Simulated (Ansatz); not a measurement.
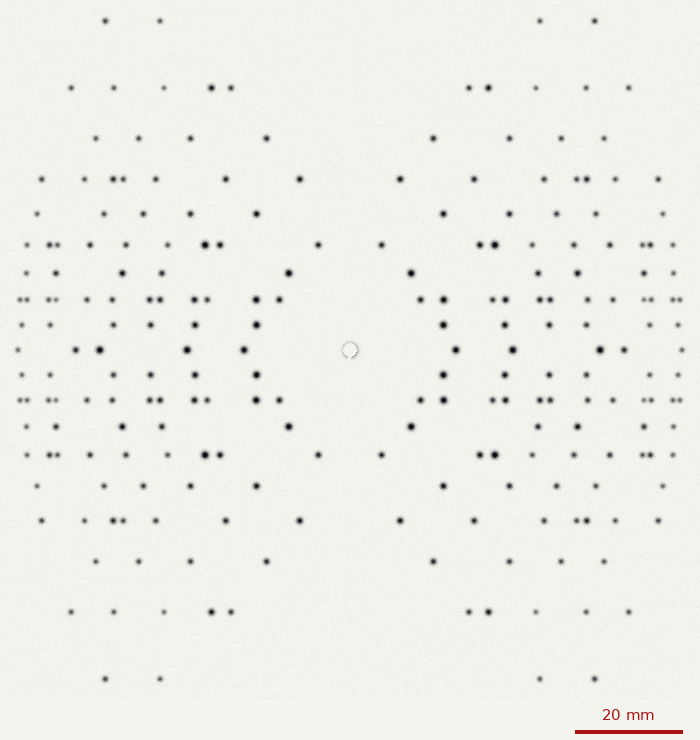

Simulated X-ray rotation photograph: Mo Kα radiation (λ = 0.7107 Å), cylindrical film of radius 57.3 mm unrolled, rotation axis vertical and normal to the beam, kinematic intensities without Lorentz or polarisation factors, the film spanning ±63° about the beam; spots down to d = 0.68 Å.

**Measure the layer lines and find the identity period along the axis.**

The first layer line lies 4.7 mm from the equator, so tan ν = 0.082, sin ν = 0.082 and the period is λ/sin ν = 8.71 Å. Further lines follow at 9.5, 14.5, 19.8, 25.6, 32.1, 39.8, 49.3, 61.9 mm.

The crystal is W, space group Pm-3n (No. 223), a = 5.03 Å. Structure: the input geometry of an electronic-structure calculation (not necessarily at equilibrium).

**About which axis was it rotated?**

About [111] (or an equivalent direction), whose length in the conventional cell is 8.715 Å.
